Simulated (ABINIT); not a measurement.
## Run report: As, geometry relaxation (part 3 of 3)

Continued. System: As (P6/mmm, 2 atoms in the cell). Method: Kohn-Sham DFT of a periodic cell, PBE, JTH PAW PBE v2.0, no spin polarisation (ABINIT 10.8.3); cutoff 408.17 eV, 7×7×9 k-mesh, fermi-dirac of 0.05 eV. The structure was built on a prototype by a generator; it need not be a known phase.

Geometry of the input (Å; fractional positions):
```
4.5664  0.0000  0.0000
-2.2832  3.9546  0.0000
0.0000  0.0000  2.8337
As 0.3333  0.6667  0.0000
As 0.6667  0.3333  0.0000
```

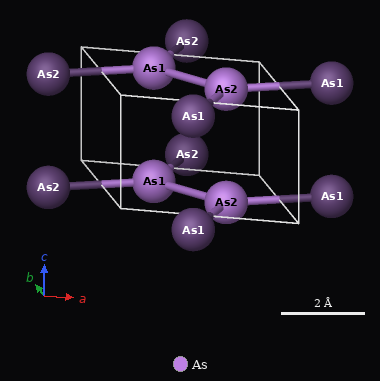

Fig. 1: The geometry at step 3 of the log (ball-and-stick view of the cell of the calculation, seen slightly off an axis; neighbours outside the cell are drawn fainter; atoms are numbered from 1 in the order of the input).

## Output, continued
```
--- !ResultsGS
iteration_state: {dtset: 1, itime: 5, icycle: 1, }
comment   : Summary of ground state results
lattice_vectors:
- [  8.5898271,   0.0000808,   0.0000000, ]
- [ -4.2948462,   7.4390474,   0.0000000, ]
- [  0.0000000,   0.0000000,   5.4045073, ]
lattice_lengths: [   8.58983,    8.58983,    5.40451, ]
lattice_angles: [ 90.000,  90.000, 119.999, ] # degrees, (23, 13, 12)
lattice_volume:   3.4535060E+02
convergence: {deltae: -1.784E-10, res2:  3.095E-10, residm:  3.905E-10, diffor: null, }
etotal    :  -2.27724329E+02
entropy   :   0.00000000E+00
fermie    :   1.68068987E-01
cartesian_stress_tensor: # hartree/bohr^3
- [ -2.14091797E-07,  -1.15191174E-08,   0.00000000E+00, ]
- [ -1.15191174E-08,  -2.27392939E-07,   0.00000000E+00, ]
- [  0.00000000E+00,   0.00000000E+00,  -1.14646777E-06, ]
pressure_GPa:   1.5573E-02
xred      :
- [  3.3333E-01,   6.6667E-01,   0.0000E+00, As]
- [  6.6667E-01,   3.3333E-01,   0.0000E+00, As]
cartesian_forces: # hartree/bohr
- [  7.39863229E-08,  -4.27160062E-08,  -0.00000000E+00, ]
- [ -7.39863229E-08,   4.27160062E-08,  -0.00000000E+00, ]
force_length_stats: {min:   8.54320383E-08, max:   8.54320383E-08, mean:   8.54320383E-08, }
...

 Integrated electronic density in atomic spheres:
 ------------------------------------------------
 Atom  Sphere_radius  Integrated_density
    1        2.10392         12.54864545
    2        2.10392         12.54864545

---OUTPUT-----------------------------------------------------------------------

 Cartesian coordinates (xcart) [bohr]
  2.78812151284897E-05  4.95940164855907E+00  0.00000000000000E+00
  4.29495300784148E+00  2.47972647139583E+00  0.00000000000000E+00
 Reduced coordinates (xred)
  3.33332012726057E-01  6.66667987273943E-01  0.00000000000000E+00
  6.66667987273943E-01  3.33332012726057E-01  0.00000000000000E+00
 Cartesian forces (fcart) [Ha/bohr]; max,rms= 7.39863E-08 4.93242E-08 (free atoms)
  7.39863229071045E-08 -4.27160062057798E-08 -0.00000000000000E+00
 -7.39863229071045E-08  4.27160062057798E-08 -0.00000000000000E+00
 Gradient of E wrt nuclear positions in reduced coordinates (gred)
 -6.35526270620953E-07  6.35526270620953E-07 -0.00000000000000E+00
  6.35526270620953E-07 -6.35526270620953E-07 -0.00000000000000E+00
 Scale of Primitive Cell (acell) [bohr]
  8.58982708806766E+00  8.58982708806766E+00  5.40450729390604E+00
 Real space primitive translations (rprimd) [bohr]
  8.58982708768796E+00  8.07660928016557E-05  0.00000000000000E+00
 -4.29484619863135E+00  7.43904735386210E+00  0.00000000000000E+00
  0.00000000000000E+00  0.00000000000000E+00  5.40450729390604E+00
 Unitary Cell Volume (ucvol) [Bohr^3]=  3.45350595893750E+02
 Angles (23,13,12)= [degrees]
  9.00000000000000E+01  9.00000000000000E+01  1.19998942577019E+02
 Lengths [Bohr]
  8.58982708806766E+00  8.58982708806766E+00  5.40450729390604E+00
 Stress tensor in cartesian coordinates (strten) [Ha/bohr^3]
 -2.14091797267821E-07 -1.15191173705058E-08  0.00000000000000E+00
 -1.15191173705058E-08 -2.27392939030485E-07  0.00000000000000E+00
  0.00000000000000E+00  0.00000000000000E+00 -1.14646777092144E-06
 Total energy (etotal) [Ha]= -2.27724329065795E+02

 Difference of energy with previous step (new-old):
           Absolute (Ha)=-3.72719E-07
           Relative     =-1.63671E-09

--- Iteration: ( 6/60) Internal Cycle: (1/1)
--------------------------------------------------------------------------------

---SELF-CONSISTENT-FIELD CONVERGENCE--------------------------------------------

--- !BeginCycle
iteration_state: {dtset: 1, itime: 6, icycle: 1, }
solver: {iscf: 17, nstep: 100, nline: 4, wfoptalg: 10, }
tolerances: {tolvrs: 1.00E-09, }
...

     iter   Etot(hartree)      deltaE(h)  residm     nres2
 ETOT  1  -227.72433290011    -2.277E+02 1.761E-06 4.318E-04
 ETOT  2  -227.72432938531     3.515E-06 1.211E-08 3.198E-05
 ETOT  3  -227.72432907348     3.118E-07 4.590E-09 6.941E-06
 ETOT  4  -227.72432907234     1.142E-09 1.405E-08 6.313E-07
 ETOT  5  -227.72432909349    -2.115E-08 4.582E-10 2.703E-07
 ETOT  6  -227.72432910612    -1.264E-08 4.532E-10 1.433E-08
 ETOT  7  -227.72432910643    -3.020E-10 5.267E-10 4.768E-09
 ETOT  8  -227.72432910661    -1.795E-10 9.993E-11 3.028E-11

 At SCF step    8       nres2   =  3.03E-11 < tolvrs=  1.00E-09 =>converged.

 Cartesian components of stress tensor (hartree/bohr^3)
  sigma(1 1)=  1.98055873E-07  sigma(3 2)=  0.00000000E+00
  sigma(2 2)=  1.85502501E-07  sigma(3 1)=  0.00000000E+00
  sigma(3 3)= -1.39880305E-07  sigma(2 1)= -1.08715307E-08

--- !ResultsGS
iteration_state: {dtset: 1, itime: 6, icycle: 1, }
comment   : Summary of ground state results
lattice_vectors:
- [  8.5903673,   0.0000948,   0.0000000, ]
- [ -4.2951042,   7.4395222,   0.0000000, ]
- [  0.0000000,   0.0000000,   5.4053894, ]
lattice_lengths: [   8.59037,    8.59037,    5.40539, ]
lattice_angles: [ 90.000,  90.000, 119.999, ] # degrees, (23, 13, 12)
lattice_volume:   3.4545106E+02
convergence: {deltae: -1.795E-10, res2:  3.028E-11, residm:  9.993E-11, diffor: null, }
etotal    :  -2.27724329E+02
entropy   :   0.00000000E+00
fermie    :   1.67945231E-01
cartesian_stress_tensor: # hartree/bohr^3
- [  1.98055873E-07,  -1.08715307E-08,   0.00000000E+00, ]
- [ -1.08715307E-08,   1.85502501E-07,   0.00000000E+00, ]
- [  0.00000000E+00,   0.00000000E+00,  -1.39880305E-07, ]
pressure_GPa:  -2.3898E-03
xred      :
- [  3.3333E-01,   6.6667E-01,   0.0000E+00, As]
- [  6.6667E-01,   3.3333E-01,   0.0000E+00, As]
cartesian_forces: # hartree/bohr
- [ -3.94641812E-07,   2.27846465E-07,  -0.00000000E+00, ]
- [  3.94641812E-07,  -2.27846465E-07,  -0.00000000E+00, ]
force_length_stats: {min:   4.55693067E-07, max:   4.55693067E-07, mean:   4.55693067E-07, }
...

 Integrated electronic density in atomic spheres:
 ------------------------------------------------
 Atom  Sphere_radius  Integrated_density
    1        2.10392         12.54907314
    2        2.10392         12.54907314

---OUTPUT-----------------------------------------------------------------------

 Cartesian coordinates (xcart) [bohr]
  3.77454173855781E-05  4.95972185030494E+00  0.00000000000000E+00
  4.29522537852766E+00  2.47989511501372E+00  0.00000000000000E+00
 Reduced coordinates (xred)
  3.33332150927414E-01  6.66667849072586E-01  0.00000000000000E+00
  6.66667849072586E-01  3.33332150927414E-01  0.00000000000000E+00
 Cartesian forces (fcart) [Ha/bohr]; max,rms= 3.94642E-07 2.63095E-07 (free atoms)
 -3.94641812443123E-07  2.27846464684379E-07 -0.00000000000000E+00
  3.94641812443123E-07 -2.27846464684379E-07 -0.00000000000000E+00
 Gradient of E wrt nuclear positions in reduced coordinates (gred)
  3.39009652964853E-06 -3.39009652964853E-06 -0.00000000000000E+00
 -3.39009652964853E-06  3.39009652964853E-06 -0.00000000000000E+00
 Scale of Primitive Cell (acell) [bohr]
  8.59036730458741E+00  8.59036730458741E+00  5.40538936779484E+00
 Real space primitive translations (rprimd) [bohr]
  8.59036730406466E+00  9.47689915750672E-05  0.00000000000000E+00
 -4.29510418011962E+00  7.43952219632708E+00  0.00000000000000E+00
  0.00000000000000E+00  0.00000000000000E+00  5.40538936779484E+00
 Unitary Cell Volume (ucvol) [Bohr^3]=  3.45451057630538E+02
 Angles (23,13,12)= [degrees]
  9.00000000000000E+01  9.00000000000000E+01  1.19998755852530E+02
 Lengths [Bohr]
  8.59036730458741E+00  8.59036730458741E+00  5.40538936779484E+00
 Stress tensor in cartesian coordinates (strten) [Ha/bohr^3]
  1.98055873076863E-07 -1.08715307123604E-08  0.00000000000000E+00
 -1.08715307123604E-08  1.85502500573906E-07  0.00000000000000E+00
  0.00000000000000E+00  0.00000000000000E+00 -1.39880305153120E-07
 Total energy (etotal) [Ha]= -2.27724329106606E+02

 Difference of energy with previous step (new-old):
           Absolute (Ha)=-4.08108E-08
           Relative     =-1.79211E-10

 At Broyd/MD step   6, gradients are converged :
  max grad (force/stress) = 1.9806E-05 < tolmxf= 1.0000E-04 ha/bohr (free atoms)

================================================================================

 ----iterations are completed or convergence reached----

 Mean square residual over all n,k,spin=   75.899E-14; max=  99.933E-12
 reduced coordinates (array xred) for    2 atoms
       0.333332150927      0.666667849073      0.000000000000
       0.666667849073      0.333332150927      0.000000000000
 rms dE/dt=  2.7680E-06; max dE/dt=  3.3901E-06; dE/dt below (all hartree)
    1       0.000003390097     -0.000003390097      0.000000000000
    2      -0.000003390097      0.000003390097      0.000000000000

 cartesian coordinates (angstrom) at end:
    1      0.00001997401468     2.62457177381850     0.00000000000000
    2      2.27293538446706     1.31230397940465     0.00000000000000

 cartesian forces (hartree/bohr) at end:
    1     -0.00000039464181     0.00000022784646    -0.00000000000000
    2      0.00000039464181    -0.00000022784646    -0.00000000000000
 frms,max,avg= 2.6309452E-07 3.9464181E-07   0.000E+00  0.000E+00  0.000E+00 h/b

 cartesian forces (eV/Angstrom) at end:
    1     -0.00002029329792     0.00001171633629    -0.00000000000000
    2      0.00002029329792    -0.00001171633629    -0.00000000000000
 frms,max,avg= 1.3528864E-05 2.0293298E-05   0.000E+00  0.000E+00  0.000E+00 e/A
 length scales=  8.590367304587  8.590367304587  5.405389367795 bohr
              =  4.545826607790  4.545826607790  2.860408867554 angstroms
 Fermi (or HOMO) energy (hartree) =   0.16795   Average Vxc (hartree)=  -0.32630
 Eigenvalues (hartree) for nkpt=  80  k points:
 kpt#   1, nband= 19, wtk=  0.00227, kpt=  0.0000  0.0000  0.0000 (reduced coord)
  -1.15663   -1.15663   -1.15616   -1.15510   -1.15510   -1.15479   -1.15479   -1.15430
  -1.15386   -1.15386   -0.35066   -0.14002    0.01632    0.01633    0.17538    0.17539
   0.27964    0.34336    0.42610
      occupation numbers for kpt#   1
   2.00000    2.00000    2.00000    2.00000    2.00000    2.00000    2.00000    2.00000
   2.00000    2.00000    2.00000    2.00000    2.00000    2.00000    0.03430    0.03427
   0.00000    0.00000    0.00000
 prteigrs : prtvol=0 or 1, do not print more k-points.

--- !EnergyTerms
iteration_state     : {dtset: 1, itime: 6, icycle: 1, }
comment             : Components of total free energy in Hartree
kinetic             :  7.72610658062909E+00
hartree             :  7.38484369880980E+01
xc                  : -4.24289617886844E+00
Ewald energy        : -1.09098348748470E+02
psp_core            :  4.07033425112443E+00
local_psp           : -1.96493697055254E+02
PAW spherical_terms : -3.53412118134032E+00
internal            : -2.27724185344082E+02
'-kT*entropy'       : -1.43929447589560E-04
total_energy        : -2.27724329273530E+02
total_energy_eV     : -6.19669468146897E+03
...

--- !EnergyTermsDC
iteration_state     : {dtset: 1, itime: 6, icycle: 1, }
comment             : '"Double-counting" decomposition of free energy'
band_energy         : -2.36521474779074E+01
Ewald energy        : -1.09098348748470E+02
psp_core            :  4.07033425112443E+00
xc_dc               : -7.26115324065973E+01
PAW spherical_terms : -2.64324907953074E+01
internal            : -2.27724185177158E+02
'-kT*entropy'       : -1.43929447589560E-04
total_energy_dc     : -2.27724329106606E+02
total_energy_dc_eV  : -6.19669467692674E+03
...

--- !EnergyTermsWithPAWCore
iteration_state     : {dtset: 1, itime: 6, icycle: 1, }
comment             : 'Components of total free energy, including PAW core contributions'
Total energy        : -4.52194059104049E+03
Total energy DC     : -4.52194059087357E+03
Total energy (eV)   : -1.23048272004182E+05
Total energy DC (eV): -1.23048271999640E+05
...

 rms coord change=  1.7562E-06   atom, delta coord (reduced):
     1        0.000002150927     -0.000002150927      0.000000000000
     2       -0.000002150927      0.000002150927      0.000000000000

 Cartesian components of stress tensor (hartree/bohr^3)
  sigma(1 1)=  1.98055873E-07  sigma(3 2)=  0.00000000E+00
  sigma(2 2)=  1.85502501E-07  sigma(3 1)=  0.00000000E+00
  sigma(3 3)= -1.39880305E-07  sigma(2 1)= -1.08715307E-08

-Cartesian components of stress tensor (GPa)         [Pressure= -2.3898E-03 GPa]
- sigma(1 1)=  5.82700496E-03  sigma(3 2)=  0.00000000E+00
- sigma(2 2)=  5.45767199E-03  sigma(3 1)=  0.00000000E+00
- sigma(3 3)= -4.11542066E-03  sigma(2 1)= -3.19851476E-04

== END DATASET(S) ==============================================================
================================================================================

 -outvars: echo values of variables after computation  --------
            acell      8.5903673046E+00  8.5903673046E+00  5.4053893678E+00 Bohr
           etotal     -2.2772432911E+02
            fcart     -3.9464181244E-07  2.2784646468E-07 -0.0000000000E+00
                       3.9464181244E-07 -2.2784646468E-07 -0.0000000000E+00
            rprim      9.9999999994E-01  1.1032006923E-05  0.0000000000E+00
                      -4.9999074869E-01  8.6603074497E-01  0.0000000000E+00
                       0.0000000000E+00  0.0000000000E+00  1.0000000000E+00
           strten      1.9805587308E-07  1.8550250057E-07 -1.3988030515E-07
                       0.0000000000E+00  0.0000000000E+00 -1.0871530712E-08
           xangst      1.9974014683E-05  2.6245717738E+00  0.0000000000E+00
                       2.2729353845E+00  1.3123039794E+00  0.0000000000E+00
             xred      3.3333215093E-01  6.6666784907E-01  0.0000000000E+00
                       6.6666784907E-01  3.3333215093E-01  0.0000000000E+00
 Calculation completed.
```

## Trajectory as extended XYZ (Å, eV, eV/Å), 6 frames, from step=0 to step=5
```
2
Lattice="4.5664 0.0000 0.0000 -2.2832 3.9546 0.0000 0.0000 0.0000 2.8337" Properties=species:S:1:pos:R:3:forces:R:3 step=0 energy=-6196.69031
As    0.0000    2.6364    0.0000    0.0002  -0.0001   0.0000
As    2.2832    1.3182    0.0000   -0.0002   0.0001   0.0000
2
Lattice="4.5614 0.0000 0.0000 -2.2807 3.9503 0.0000 0.0000 0.0000 2.8391" Properties=species:S:1:pos:R:3:forces:R:3 step=1 energy=-6196.69199
As    0.0000    2.6336    0.0000    0.0002  -0.0001   0.0000
As    2.2807    1.3168    0.0000   -0.0002   0.0001   0.0000
2
Lattice="4.5436 0.0000 0.0000 -2.2718 3.9349 0.0000 0.0000 0.0000 2.8592" Properties=species:S:1:pos:R:3:forces:R:3 step=2 energy=-6196.69466
As    0.0000    2.6233    0.0000    0.0001   0.0000   0.0000
As    2.2718    1.3116    0.0000   -0.0001   0.0000   0.0000
2
Lattice="4.5442 0.0000 0.0000 -2.2721 3.9354 0.0000 0.0000 0.0000 2.8592" Properties=species:S:1:pos:R:3:forces:R:3 step=3 energy=-6196.69467
As    0.0000    2.6236    0.0000    0.0001   0.0000   0.0000
As    2.2721    1.3118    0.0000   -0.0001   0.0000   0.0000
2
Lattice="4.5455 0.0000 0.0000 -2.2727 3.9366 0.0000 0.0000 0.0000 2.8599" Properties=species:S:1:pos:R:3:forces:R:3 step=4 energy=-6196.69468
As    0.0000    2.6244    0.0000    0.0000   0.0000   0.0000
As    2.2728    1.3122    0.0000    0.0000   0.0000   0.0000
2
Lattice="4.5458 0.0001 0.0000 -2.2729 3.9368 0.0000 0.0000 0.0000 2.8604" Properties=species:S:1:pos:R:3:forces:R:3 step=5 energy=-6196.69468
As    0.0000    2.6246    0.0000    0.0000   0.0000   0.0000
As    2.2729    1.3123    0.0000    0.0000   0.0000   0.0000
```

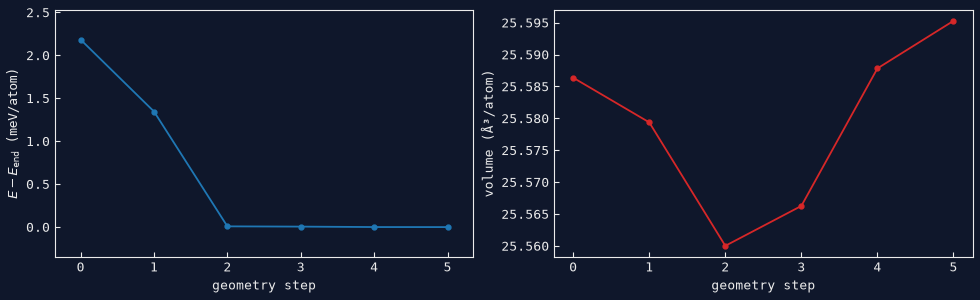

Fig. 2: Progress of the relaxation, step by step (steps are counted from 0).

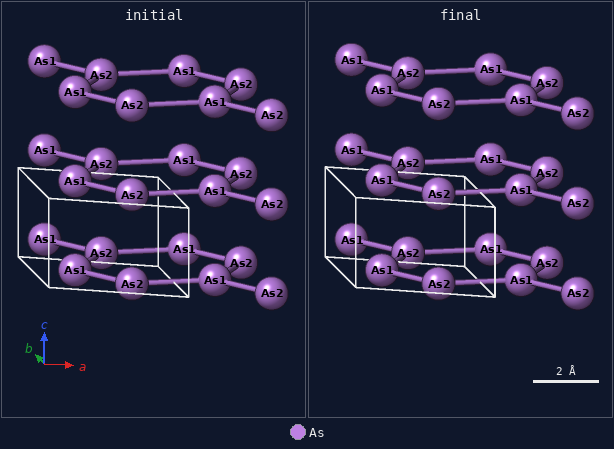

Fig. 3: Before (left) and after (right) the relaxation, at one scale (ball-and-stick view of the cell of the calculation, repeated 2 × 2 × 2, seen slightly off an axis). The energy falls by 2.2 meV per atom in 5 geometry steps. The largest force component goes from 0.00016 to under 0.0001 eV/Å. The atoms keep their places relative to the cell (all moves are under 0.005 Å). The drawn cell changes at constant volume: a = b 4.566 → 4.546 Å (−0.5 %), c 2.834 → 2.860 Å (+0.9 %). Among the contacts that change: As1–As2 2.636 → 2.625 Å. The space group stays P6/mmm (No. 191). (Atoms are counted from 1 in the order of the input.)

## Results in brief

| quantity | value |
| --- | --- |
| outcome | converged |
| space group (tolerance 0.01 Å) | P6/mmm (191) |
| electrons treated | 30 |
| free energy | −6196.6947 eV |
| Fermi energy | 4.570 eV |
| gap on the k-point mesh | none (metallic) |
| pressure | 0.00 GPa |
| final volume | 51.19 Å³ |
| largest force (length of the vector) at the end | under 0.001 eV/Å |
| final cell | a = 4.546 Å, b = 4.546 Å, c = 2.860 Å, α = 90.00°, β = 90.00°, γ = 120.00° |
| wall time | 4.3 min |
| peak memory | 0.15 GiB |
